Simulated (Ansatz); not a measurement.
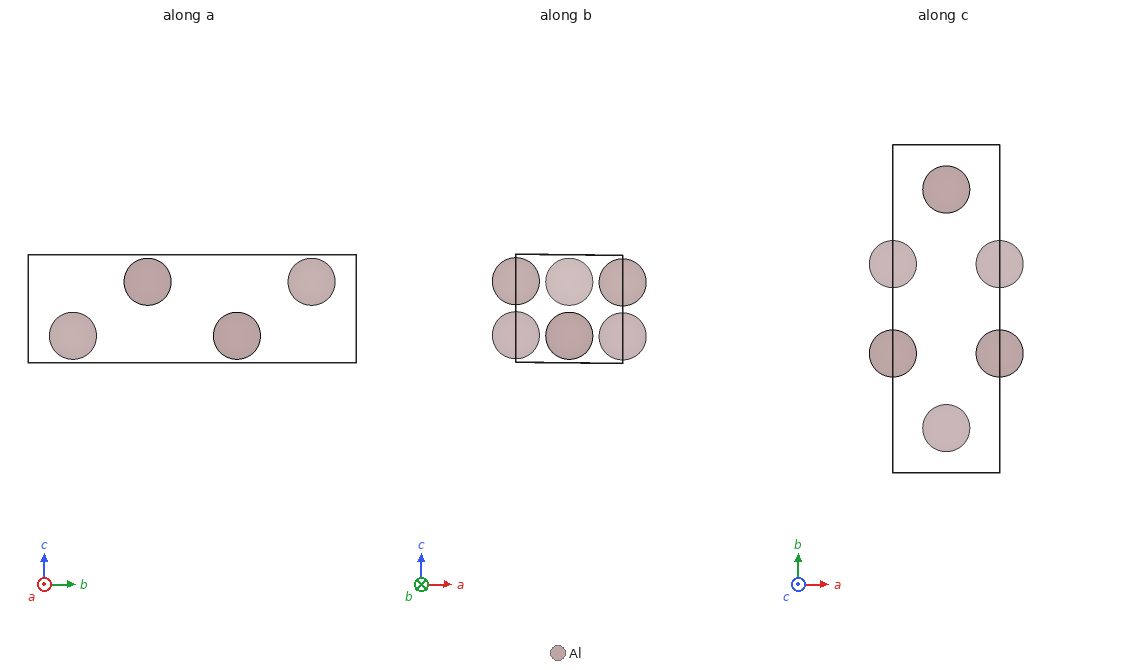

Spheres-only drawing of the structure, looking along the a axis, along the b axis and along the c axis. The wireframe shows the drawn cell (a repeat of the simulation cell).

Lattice parameters: a = 2.693 Å, b = 8.272 Å, c = 2.725 Å, α = 90.00°, β = 90.62°, γ = 90.00°. Put a along x and b in the xy plane.

Write down what is shown as a POSCAR file, with free fractional coordinates to two decimals.

```
Al
1.0
     2.693    0.000    0.000
     0.000    8.272    0.000
    -0.029    0.000    2.725
Al
4
Direct
  0.50 0.14 0.25
  0.50 0.86 0.75
  0.00 0.64 0.25
  0.00 0.36 0.75
```

The structure was taken from a structure type filled with this element by a generator (whether the element takes this form wasn't checked). Earlier steps of the study may have refined or changed the cell and positions. A calculation with Ansatz used it as input.

At this level of theory the cell isn't at rest (compressed, at 13 GPa), so its distances can differ from those at equilibrium, the more so the softer the solid.
